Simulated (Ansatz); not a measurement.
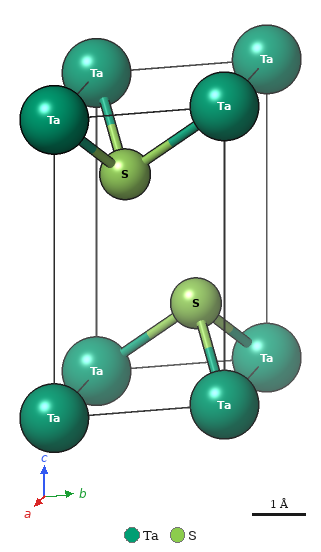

Reference structure: crystalline TaS2 (set up in P-3m1). Style: ball-and-stick. Shown: the cell of the calculation, slightly off an axis.

The calculation used Ansatz 0.2.0, DFT, PBEsol, all-electron PAW with datasets made for the crystal, scalar-relativistic. Settings: plane-wave cutoff 420 eV; k-point mesh 8 × 8 × 4; occupations fermi dirac; smearing width 0.02 eV; no spin polarisation.

Change: All lengths are scaled by −2.0 % (volume −6.0 %), the atoms keeping their fractional coordinates. No relaxation follows.

Input
```yaml
crystal:
  lattice:
    - [3.2816155415, 0.0, 0.0]
    - [-1.6408077708, 2.8419624244, 0.0]
    - [0.0, 0.0, 5.7403745971]
  atoms:
    - { symbol: Ta, position: [0.0, 0.0, 0.0] }
    - { symbol: S, position: [0.3333333333, 0.6666666667, 0.25] }
    - { symbol: S, position: [0.6666666667, 0.3333333333, 0.75] }
kpoints:
  mp_grid: { grid: [8, 8, 4] }
scf:
  occupations: { method: fermi_dirac, width: 0.02 }
hamiltonian:
  xc: pbesol
  pseudopotentials: { kind: all_electron, datasets: crystal }
output:
  forces: true
  stress: true
  eigenvalues: true
  efg: { contact_densities: true }
```

Run as
```bash
ansatz run input.yaml --threads 1 --pin off --max-ram 4096MiB --backend cpu --events-out ev --progress --plain --runs-dir out
```

Predict the response.

Answer. Energy change: +65.5 meV per atom. Pressure: 4.3 GPa before, 14.7 GPa after. The principal stresses (compression positive) are 18.2 GPa along c and 12.9 GPa across it. The largest forces, 2.1 eV/Å, act on S2 and S3; on S2 it points along +c. Some distances before and after: S–Ta 2.426 → 2.377 Å. The space group stays P-3m1 (No. 164).

Drawn alike, the variant:

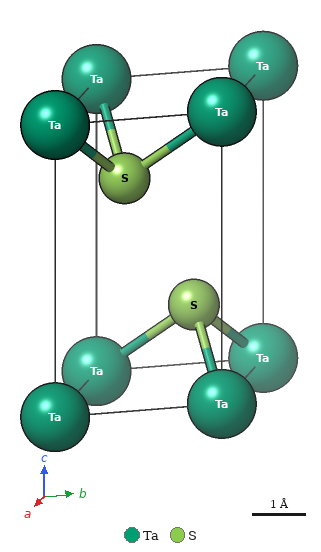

Limits of the set-up: layers or molecules are held without a dispersion correction, so their spacing is unreliable.
